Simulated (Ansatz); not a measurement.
The calculation's input:

```
crystal:
  lattice:
    - [0.0, 2.73125, 2.73125]
    - [2.73125, 0.0, 2.73125]
    - [2.73125, 2.73125, 0.0]
  atoms:
    - { symbol: Ca, position: [0.0, 0.0, 0.0] }
    - { symbol: F, position: [0.25, 0.25, 0.25] }
    - { symbol: F, position: [0.75, 0.75, 0.75] }
basis:
  ecutwfc: 420
kpoints:
  mp_grid: { grid: [8, 8, 8] }
hamiltonian:
  xc: pbe
scf:
  occupations: { method: gaussian, width: 0.02 }
output:
  forces: true
  stress: true
  eigenvalues: true
  write_density: true
  write_potential: true
  elf: true
  volumetric_format: npy
relax:
  adjacent_minimum: "off"
  f_tol: 0.005
  max_steps: 80
  cell: { stress_tol: 0.05 }
```

Run with:

```sh
ansatz run input.yaml --threads 4 --pin off --max-ram 10240MiB --backend cpu --events-out ev --progress --plain --runs-dir out
```

Below, planes, directions and counts refer to the conventional cell (a = 5.51 Å, b = 5.51 Å, c = 5.51 Å, α = 90.00°, β = 90.00°, γ = 90.00°).

The fields are those of the relaxed geometry.

Space group Fm-3m.

Method: Ansatz, DFT PBE, scalar-relativistic, plane waves, PAW.

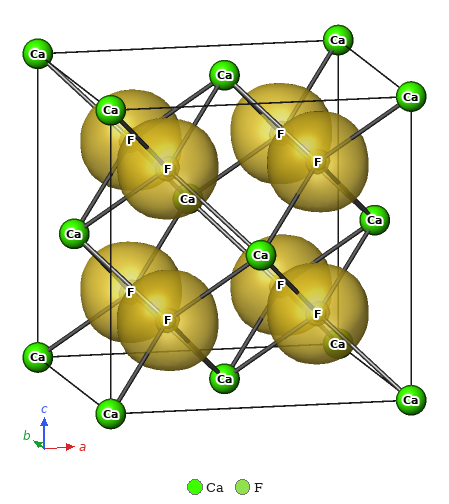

CaF$_{2}$. Isosurface of the ELF at 0.6 (yellow), seen slightly off an axis. Core shells and regions of very low density are left out. Sticks mark near contacts.

In a PAW calculation such maps are meaningful between the atoms, not at the nuclei.

Q: Describe the localisation domains.

A: The surface consists of eight regions wrapped around F (the valence shell of each), counted in one cell of 12 atoms. Regions shared between cells count once. Profiles from the grid: Ca–F (2.39 Å): the ELF peaks at about 0.80 in the valence shell of F, 0.6 Å from its nucleus, and drops to about 0 between the two atoms (a closed-shell, largely ionic contact).

Q: Does the calculation make it a metal, or give it a gap?

A: It is gapped, with a Kohn–Sham gap of 7.1 eV on the k-point mesh (the band edges may lie off the mesh, which would make the gap smaller).
